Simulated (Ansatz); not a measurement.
**Run report: Zr₁₁S₂₅ (charge +1), geometry relaxation (part 2 of 3)**

The same run, continued: Zr₁₁S₂₅ (defect cell, 36 atoms in the cell, total charge +1); DFT PBE, scalar-relativistic, plane waves, PAW, spin-polarised (Ansatz 0.2.0); cutoff 420 eV, 2×2×2 k-mesh, Gaussian smearing of 0.01 eV, collinear spins. The structure derives from a Materials Project entry. It belongs to a series of runs on one base structure; here: S on a Zr site (a), charge +1, atoms relaxed at the host's cell.

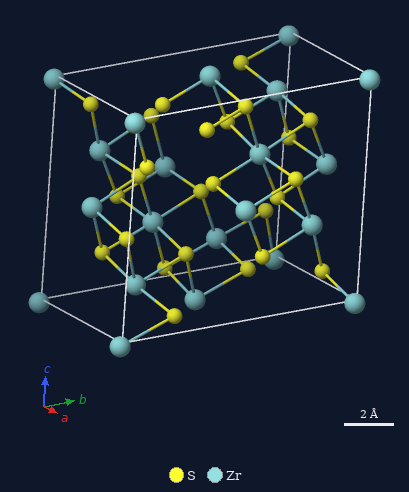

**Figure 1.** The geometry at step 4 of the log (ball-and-stick view of the cell of the calculation, seen slightly off an axis).

Output, continued
```
E sigma→0 (E₀):  -68628.452705 eV
Fermi energy:    4.612623 eV
--- Per-component energies (eV) ---
  E_band       = -2397.366031
  E_kinetic    = 6296.912196
  E_local      = -19429.053873  (includes V_loc(G=0)·N_el)
  E_nonlocal   = 1567.464466
  E_hartree    = 7217.232104
  E_xc         = -4196.666312
  E_vxc        = -4271.859231  (∫ρ·V_xc dr)
  E_paw        = -47491.728553  (= ΣΔE_a)
  E_vpaw       = -995.297809  (= ΣTr[D̂ρ^β])
  E_aug_tail   = 0.000300  (compensation charges beyond the density's cutoff)
  E_ewald      = -12592.613033
  E_smearing   = -0.000000  (= −TS)
  E_closure    = 0.000000  (closes the sum)
  E_deformation_potential = 12.015806  (in the stress; not in F)
  Σ components = -68628.452705   (vs F -68628.452705, Δ=0.00e0)
--- Forces (eV/Å), atoms counted from 1 ---
  atom   1  S      0.00148009    -0.00437200     0.02439331
  atom   2  Zr    -0.00259486    -0.00254520    -0.01973331
  atom   3  Zr    -0.00620367    -0.00770298     0.01128734
  atom   4  Zr    -0.00837546     0.00129699     0.00615436
  atom   5  Zr     0.01012306     0.00506647     0.00384360
  atom   6  Zr    -0.00084173    -0.00532627    -0.00246965
  atom   7  Zr     0.00215319    -0.00562332     0.00831668
  atom   8  Zr     0.00137507     0.01022057    -0.00473294
  atom   9  Zr     0.00726581     0.00701897     0.00425599
  atom  10  Zr    -0.01213306     0.00341658    -0.00835679
  atom  11  Zr    -0.00597118     0.00385333     0.00671293
  atom  12  Zr     0.00059209     0.00331395    -0.01652237
  atom  13  S     -0.00297981     0.00047689     0.00365985
  atom  14  S      0.00412793    -0.00588577     0.00315829
  atom  15  S      0.00202484     0.00281700     0.00071948
  atom  16  S     -0.00178597    -0.00353613     0.00268144
  atom  17  S     -0.00372069     0.00314120     0.00409722
  atom  18  S     -0.00064026    -0.00359989    -0.01486609
  atom  19  S     -0.00255369     0.00410789     0.00652318
  atom  20  S     -0.00096001    -0.00330104     0.00530703
  atom  21  S     -0.00231434     0.00238226    -0.01349822
  atom  22  S      0.00068954    -0.00586170    -0.00415500
  atom  23  S      0.00222594     0.00160733    -0.00671606
  atom  24  S      0.00292868     0.00002448    -0.01799693
  atom  25  S      0.00433860    -0.01474031    -0.00210537
  atom  26  S      0.00023073    -0.00064935     0.00424568
  atom  27  S     -0.00967060     0.00438996    -0.00572281
  atom  28  S      0.00566049     0.00120658     0.00155351
  atom  29  S     -0.00168245    -0.00119957     0.00773092
  atom  30  S      0.00268396    -0.00252342     0.00075661
  atom  31  S      0.01356297     0.00424257    -0.00818675
  atom  32  S     -0.00008369     0.00343521    -0.00190380
  atom  33  S     -0.00097706    -0.00001119     0.00491107
  atom  34  S      0.00077402     0.00270898     0.00669415
  atom  35  S      0.00083461     0.00071036     0.00070810
  atom  36  S      0.00044312     0.00145909     0.00926811
  max |Σ_I F_I| component: 2.62e-5 eV/Å
--- Charged-cell corrections in eV (Makov–Payne, q = +1.000 e, ε = [53.018, 53.018, 3.727]) ---
  F (periodic)     = -68628.452705  (uncorrected; the corrections below are reported, never added to it)
  E_corr1          = +0.072185  (monopole, q²α_M/2ε̄L, of the cell on which ε is isotropic)
  F Makov-Payne    = -68628.380520  (F + E_corr1; no measured alignment; for a localised charge, not one spread in a band: unchecked)
  no potential alignment in this run, which stands beside a crystal: run the host's input off ansatz write-host-input, and read the two finished runs by ansatz place-levels (neither reads a slab, a wire or a sheet, whose cell leaves a vacuum)
--- Band table (eV; the first three rows and the last of 8) ---
  k-point 0 ↑: bands = ["-44.1007", "-44.0980", "-44.0856", "-44.0848", "-44.0829", "-43.9909", "-43.9900", "-43.9894", "-43.9831", "-43.9825", "-43.9810", "-22.2213", "-22.2208", "-22.2031", "-22.1500", "-22.1498", "-22.1431", "-22.1425", "-22.1375", "-22.1333", "-22.1209", "-22.1110", "-22.1101", "-22.0976", "-22.0807", "-22.0804", "-22.0567", "-22.0549", "-22.0544", "-22.0400", "-22.0396", "-22.0334", "-22.0260", "-22.0259", "-22.0173", "-22.0143", "-22.0141", "-22.0121", "-21.9833", "-21.9816",
      "-21.9813", "-21.9427", "-21.9350", "-21.9345", "-11.4078", "-7.7076", "-7.7056", "-7.4531", "-6.9019", "-6.8920", "-6.8903", "-6.7626", "-6.7599", "-6.7587", "-6.6410", "-6.6379", "-6.5323", "-6.5201", "-6.5111", "-6.4786", "-6.4683", "-6.4581", "-6.3699", "-6.3698", "-6.3672", "-6.2368", "-6.1227", "-6.1196", "-5.1016", "-0.7128", "-0.7087", "-0.2728", "0.7428", "0.7431", "0.8680", "1.2687", "1.5709", "1.5744", "1.5918", "1.6528",
      "1.6590", "1.7122", "1.7539", "1.7542", "1.7873", "1.8033", "1.8210", "1.8327", "1.8736", "1.8826", "1.9193", "1.9357", "1.9366", "2.1640", "2.1733", "2.1960", "2.2273", "2.2493", "2.2685", "2.3165", "2.3296", "2.3634", "2.4317", "2.5164", "2.5302", "2.6021", "2.6125", "2.7083", "2.7645", "2.7930", "2.8325", "2.9265", "2.9487", "3.0141", "3.0396", "3.1660", "3.1668", "3.1711", "3.2782", "3.2914",
      "3.3097", "3.3772", "3.4125", "3.4871", "3.4939", "3.5742", "3.6431", "3.6457", "3.7197", "3.8776", "3.9422", "4.0130", "4.0171", "4.0935", "4.2328", "4.2348", "4.3042", "4.3591", "4.3736", "4.6992", "4.6995", "6.0841", "6.0951", "6.1741", "6.5094", "6.5135", "6.8633", "6.8892", "6.9119", "6.9448", "6.9739", "6.9835", "7.0950", "7.1513", "7.1657", "7.1908", "7.2973", "7.3693", "7.3991", "7.4722",
      "7.4880", "7.7420", "7.7480", "8.0301", "8.0448", "8.0460", "8.0866", "8.1017", "8.2124", "8.2736", "8.3111", "8.3809", "8.4129", "8.4157", "8.5171", "8.5845", "8.5915", "9.2601"]
  k-point 1 ↑: bands = ["-44.1003", "-44.0984", "-44.0856", "-44.0843", "-44.0833", "-43.9913", "-43.9898", "-43.9892", "-43.9831", "-43.9825", "-43.9811", "-22.2165", "-22.2007", "-22.1923", "-22.1788", "-22.1761", "-22.1606", "-22.1515", "-22.1335", "-22.1288", "-22.1111", "-22.1034", "-22.1012", "-22.0930", "-22.0909", "-22.0660", "-22.0630", "-22.0525", "-22.0419", "-22.0390", "-22.0375", "-22.0331", "-22.0294", "-22.0251", "-22.0172", "-22.0170", "-22.0084", "-22.0074", "-21.9904", "-21.9877",
      "-21.9776", "-21.9412", "-21.9408", "-21.9359", "-11.4077", "-7.7337", "-7.7116", "-7.2758", "-7.2197", "-6.9488", "-6.8665", "-6.7233", "-6.6732", "-6.6435", "-6.6126", "-6.5867", "-6.5323", "-6.5148", "-6.4921", "-6.4713", "-6.4643", "-6.4590", "-6.4236", "-6.4050", "-6.3444", "-6.2759", "-6.1563", "-6.1443", "-5.0883", "-0.7162", "-0.7091", "-0.2678", "0.9720", "1.0767", "1.1024", "1.1249", "1.2348", "1.2785", "1.3265", "1.3742",
      "1.4892", "1.5757", "1.6509", "1.7086", "1.7201", "1.7724", "1.8192", "1.8383", "1.8738", "1.8989", "1.9331", "1.9908", "2.1078", "2.1277", "2.2149", "2.3036", "2.3306", "2.3879", "2.4004", "2.4535", "2.4803", "2.5236", "2.5562", "2.5799", "2.6018", "2.6268", "2.6848", "2.7141", "2.7254", "2.7623", "2.7914", "2.8217", "2.8283", "2.8807", "2.9390", "2.9784", "3.0843", "3.1882", "3.2664", "3.4488",
      "3.4837", "3.5052", "3.5454", "3.6250", "3.6427", "3.7052", "3.7554", "3.7972", "3.8226", "3.8421", "3.8578", "3.9211", "4.0103", "4.0166", "4.0884", "4.1568", "4.2301", "4.2876", "4.3442", "4.3795", "4.5258", "6.2315", "6.3084", "6.3722", "6.4080", "6.4693", "6.5099", "6.6441", "6.6962", "6.8328", "6.8644", "6.9269", "7.0198", "7.0995", "7.1721", "7.4133", "7.4351", "7.5762", "7.6670", "7.7036",
      "7.7556", "7.7651", "7.8397", "7.9259", "7.9918", "8.0453", "8.0660", "8.0817", "8.1313", "8.1599", "8.2727", "8.3397", "8.3453", "8.4081", "8.4332", "8.4973", "8.5211", "9.1933"]
  k-point 2 ↑: bands = ["-44.1003", "-44.0984", "-44.0851", "-44.0849", "-44.0832", "-43.9913", "-43.9897", "-43.9893", "-43.9830", "-43.9825", "-43.9811", "-22.2162", "-22.2014", "-22.1921", "-22.1783", "-22.1769", "-22.1600", "-22.1515", "-22.1333", "-22.1291", "-22.1104", "-22.1045", "-22.1008", "-22.0927", "-22.0914", "-22.0662", "-22.0626", "-22.0526", "-22.0421", "-22.0392", "-22.0372", "-22.0333", "-22.0293", "-22.0250", "-22.0173", "-22.0169", "-22.0083", "-22.0073", "-21.9902", "-21.9879",
      "-21.9776", "-21.9414", "-21.9403", "-21.9361", "-11.4077", "-7.7335", "-7.7119", "-7.2757", "-7.2202", "-6.9487", "-6.8659", "-6.7225", "-6.6739", "-6.6449", "-6.6119", "-6.5864", "-6.5333", "-6.5148", "-6.4918", "-6.4710", "-6.4646", "-6.4589", "-6.4237", "-6.4050", "-6.3440", "-6.2760", "-6.1562", "-6.1444", "-5.0883", "-0.7163", "-0.7090", "-0.2678", "0.9722", "1.0770", "1.1022", "1.1245", "1.2349", "1.2782", "1.3267", "1.3738",
      "1.4896", "1.5753", "1.6507", "1.7086", "1.7204", "1.7724", "1.8195", "1.8383", "1.8737", "1.8989", "1.9332", "1.9912", "2.1078", "2.1279", "2.2150", "2.3036", "2.3306", "2.3869", "2.3996", "2.4542", "2.4805", "2.5238", "2.5550", "2.5801", "2.6023", "2.6265", "2.6853", "2.7141", "2.7257", "2.7628", "2.7916", "2.8214", "2.8286", "2.8806", "2.9392", "2.9781", "3.0848", "3.1887", "3.2659", "3.4484",
      "3.4829", "3.5049", "3.5458", "3.6251", "3.6429", "3.7062", "3.7553", "3.7968", "3.8221", "3.8415", "3.8576", "3.9214", "4.0101", "4.0170", "4.0883", "4.1571", "4.2299", "4.2872", "4.3449", "4.3799", "4.5255", "6.2318", "6.3083", "6.3721", "6.4082", "6.4689", "6.5094", "6.6442", "6.6953", "6.8331", "6.8643", "6.9276", "7.0205", "7.0993", "7.1723", "7.4133", "7.4355", "7.5765", "7.6658", "7.7038",
      "7.7546", "7.7648", "7.8404", "7.9263", "7.9915", "8.0455", "8.0660", "8.0821", "8.1309", "8.1593", "8.2732", "8.3399", "8.3460", "8.4076", "8.4327", "8.4976", "8.5213", "9.1935"]
  k-point 3 ↓: bands = ["-44.1003", "-44.0984", "-44.0852", "-44.0849", "-44.0832", "-43.9913", "-43.9899", "-43.9891", "-43.9831", "-43.9824", "-43.9811", "-22.2163", "-22.2012", "-22.1921", "-22.1783", "-22.1769", "-22.1602", "-22.1516", "-22.1334", "-22.1291", "-22.1105", "-22.1044", "-22.1008", "-22.0927", "-22.0913", "-22.0660", "-22.0626", "-22.0527", "-22.0420", "-22.0391", "-22.0374", "-22.0330", "-22.0294", "-22.0253", "-22.0171", "-22.0169", "-22.0085", "-22.0072", "-21.9904", "-21.9876",
      "-21.9775", "-21.9412", "-21.9409", "-21.9358", "-11.4077", "-7.7347", "-7.7106", "-7.2760", "-7.2198", "-6.9488", "-6.8661", "-6.7231", "-6.6735", "-6.6443", "-6.6124", "-6.5865", "-6.5324", "-6.5149", "-6.4920", "-6.4711", "-6.4644", "-6.4593", "-6.4235", "-6.4047", "-6.3442", "-6.2763", "-6.1556", "-6.1447", "-5.0883", "-0.7165", "-0.7088", "-0.2678", "0.9718", "1.0768", "1.1022", "1.1247", "1.2347", "1.2785", "1.3266", "1.3740",
      "1.4897", "1.5759", "1.6509", "1.7085", "1.7202", "1.7723", "1.8193", "1.8382", "1.8738", "1.8990", "1.9331", "1.9908", "2.1074", "2.1280", "2.2150", "2.3038", "2.3308", "2.3876", "2.3995", "2.4537", "2.4806", "2.5236", "2.5560", "2.5796", "2.6021", "2.6260", "2.6852", "2.7141", "2.7258", "2.7628", "2.7915", "2.8216", "2.8283", "2.8808", "2.9389", "2.9784", "3.0846", "3.1888", "3.2664", "3.4482",
      "3.4835", "3.5052", "3.5450", "3.6248", "3.6427", "3.7054", "3.7555", "3.7975", "3.8222", "3.8422", "3.8578", "3.9211", "4.0103", "4.0167", "4.0886", "4.1571", "4.2298", "4.2872", "4.3444", "4.3798", "4.5257", "6.2314", "6.3084", "6.3723", "6.4087", "6.4693", "6.5096", "6.6436", "6.6960", "6.8331", "6.8647", "6.9261", "7.0196", "7.0993", "7.1725", "7.4136", "7.4357", "7.5762", "7.6667", "7.7036",
      "7.7555", "7.7646", "7.8402", "7.9265", "7.9919", "8.0456", "8.0659", "8.0812", "8.1307", "8.1593", "8.2733", "8.3399", "8.3452", "8.4077", "8.4333", "8.4972", "8.5217", "9.1935"]
--- Relaxed structure (4 steps of the walk, 4 accepted, 0 SCFs on fresh bases) ---
  F+E_penalty+E_count = -68628.45270516 eV   max|allowed force component| = 2.439e-2 eV/Å
  atoms:
    - { symbol: S, position: [0.8558506715892763, 0.3564189089925557, 0.8559674312189575] }
    - { symbol: Zr, position: [0.5077111487141626, 1.0084058138969403, 0.5081497001383433] }
    - { symbol: Zr, position: [0.6509818570374757, 0.16615323168263807, 0.15976025014124495] }
    - { symbol: Zr, position: [0.15945256967207425, 0.15168480441005006, 0.6659196494940626] }
    - { symbol: Zr, position: [0.6655829190555316, 0.660006317030434, 0.6512970478019365] }
    - { symbol: Zr, position: [0.3322769932227669, 0.3384983612829569, 0.34384674563752193] }
    - { symbol: Zr, position: [-0.0003548774883781417, -0.008024036781042883, -0.014593868632507077] }
    - { symbol: Zr, position: [0.837780553516761, 0.8440259362830875, 0.3324982137516684] }
    - { symbol: Zr, position: [0.491408610886214, 0.4856244404806696, -6.701664093794468e-5] }
    - { symbol: Zr, position: [0.3433881616646, 0.8328097812168429, 0.8382459360851928] }
    - { symbol: Zr, position: [0.9851980454876025, 0.5002815907707485, 0.4916487229358606] }
    - { symbol: Zr, position: [0.17450973619353044, 0.6750158412929741, 0.17481456894644423] }
    - { symbol: S, position: [0.3982838042534655, 0.24117508930539075, 0.5820287833027087] }
    - { symbol: S, position: [0.07318878279941177, 0.916006717961157, 0.23223377933095452] }
    - { symbol: S, position: [0.23573896137480438, 0.07204087298805417, 0.90393502871346] }
    - { symbol: S, position: [0.740478187642182, 0.08226658246282542, 0.39850040929096964] }
    - { symbol: S, position: [0.23206031046452802, 0.573815476899409, 0.41579871410952285] }
    - { symbol: S, position: [0.9024996734177215, 0.252980016772527, 0.05292412547921854] }
    - { symbol: S, position: [0.5816171804903184, 0.8988302057782606, 0.7409233671553018] }
    - { symbol: S, position: [0.41540406857995776, 0.7326598932485133, 0.07351774625115148] }
    - { symbol: S, position: [0.052792611075262286, 0.4031590309563656, 0.7526788014167562] }
    - { symbol: S, position: [0.9035361855199119, 0.7364001477540092, 0.5716117720045307] }
    - { symbol: S, position: [0.5715239039142167, 0.4040749244174096, 0.2359564330707222] }
    - { symbol: S, position: [0.7523759764206478, 0.5533142988401969, 0.9026904815898904] }
    - { symbol: S, position: [0.7569838520608445, 0.4340121236313331, 0.5804539598614353] }
    - { symbol: S, position: [0.4220752419678439, 0.09691410210057522, 0.2727114257953518] }
    - { symbol: S, position: [0.5803121066529174, 0.25742582667550673, 0.9336226812441264] }
    - { symbol: S, position: [0.09520421495491913, 0.26225764886295516, 0.42844794270147485] }
    - { symbol: S, position: [0.5962146994898102, 0.7730411269309092, 0.4224468825840029] }
    - { symbol: S, position: [0.2548990017449204, 0.431546571389234, 0.1053515197661474] }
    - { symbol: S, position: [0.9335156580072344, 0.08071519833008278, 0.7570103795867456] }
    - { symbol: S, position: [0.7616583534996394, 0.9286939202821471, 0.09531498393217863] }
    - { symbol: S, position: [0.428190643728652, 0.5956674381908849, 0.7620212395603647] }
    - { symbol: S, position: [0.27238388906919836, 0.9227275167954865, 0.5966628682287259] }
    - { symbol: S, position: [0.9310200843887196, 0.6055812122347284, 0.25512219967887184] }
    - { symbol: S, position: [0.10509186863125253, 0.75541896663318, 0.9313760373676014] }
--- Löwdin populations: 36 sites ---
  site symbol       q [e]    m [muB]
     0      S      5.3775    -0.0000
     1     Zr     11.1598    -0.0000
     2     Zr     11.1781     0.0000
     3     Zr     11.1782     0.0000
     4     Zr     11.1779    -0.0000
     5     Zr     11.1624     0.0000
     6     Zr     11.1780     0.0000
     7     Zr     11.1622    -0.0000
     8     Zr     11.1783     0.0000
     9     Zr     11.1625    -0.0000
    10     Zr     11.1784    -0.0000
    11     Zr     11.1609     0.0000
    12      S      6.3329    -0.0000
    13      S      6.3365    -0.0000
    14      S      6.3056    -0.0000
    15      S      6.3330    -0.0000
    16      S      6.3364     0.0000
    17      S      6.1891    -0.0000
    18      S      6.3333     0.0000
    19      S      6.3365    -0.0000
    20      S      6.1888    -0.0000
    21      S      6.3055     0.0000
    22      S      6.3054    -0.0000
    23      S      6.1888     0.0000
    24      S      6.2665     0.0000
    25      S      6.2933    -0.0000
    26      S      6.2667    -0.0000
    27      S      6.3210    -0.0000
    28      S      6.2933     0.0000
    29      S      6.2955    -0.0000
    30      S      6.2666     0.0000
    31      S      6.3215    -0.0000
    32      S      6.3214     0.0000
    33      S      6.2933    -0.0000
    34      S      6.2955    -0.0000
    35      S      6.2952    -0.0000
  spilling = 0.006135 (of n_electrons = 281.000000)
```

File populations.tsv
```
# site	symbol	l	j	q_up	q_dn
# orbitals = lowdin
# n_electrons = 281.000000
# spilling = 0.006135
0	S	0_3S	-	0.910414	0.910414
0	S	1_3P	-	1.778321	1.778321
1	Zr	0_4S	-	0.984070	0.984070
1	Zr	0_5S	-	0.264260	0.264260
1	Zr	1_4P	-	2.996997	2.996997
1	Zr	2_4D	-	1.334594	1.334594
2	Zr	0_4S	-	0.984678	0.984678
2	Zr	0_5S	-	0.264960	0.264960
2	Zr	1_4P	-	2.996414	2.996414
2	Zr	2_4D	-	1.342976	1.342976
3	Zr	0_4S	-	0.984677	0.984677
3	Zr	0_5S	-	0.264963	0.264963
3	Zr	1_4P	-	2.996414	2.996414
3	Zr	2_4D	-	1.343063	1.343063
4	Zr	0_4S	-	0.984682	0.984682
4	Zr	0_5S	-	0.264953	0.264953
4	Zr	1_4P	-	2.996413	2.996413
4	Zr	2_4D	-	1.342879	1.342879
5	Zr	0_4S	-	0.984014	0.984014
5	Zr	0_5S	-	0.264663	0.264663
5	Zr	1_4P	-	2.997068	2.997068
5	Zr	2_4D	-	1.335477	1.335477
6	Zr	0_4S	-	0.984684	0.984684
6	Zr	0_5S	-	0.264983	0.264983
6	Zr	1_4P	-	2.996419	2.996419
6	Zr	2_4D	-	1.342936	1.342936
7	Zr	0_4S	-	0.984019	0.984019
7	Zr	0_5S	-	0.264673	0.264673
7	Zr	1_4P	-	2.997069	2.997069
7	Zr	2_4D	-	1.335349	1.335349
8	Zr	0_4S	-	0.984682	0.984682
8	Zr	0_5S	-	0.264965	0.264965
8	Zr	1_4P	-	2.996409	2.996409
8	Zr	2_4D	-	1.343089	1.343089
9	Zr	0_4S	-	0.984011	0.984011
9	Zr	0_5S	-	0.264672	0.264672
9	Zr	1_4P	-	2.997067	2.997067
9	Zr	2_4D	-	1.335499	1.335499
10	Zr	0_4S	-	0.984677	0.984677
10	Zr	0_5S	-	0.264978	0.264978
```
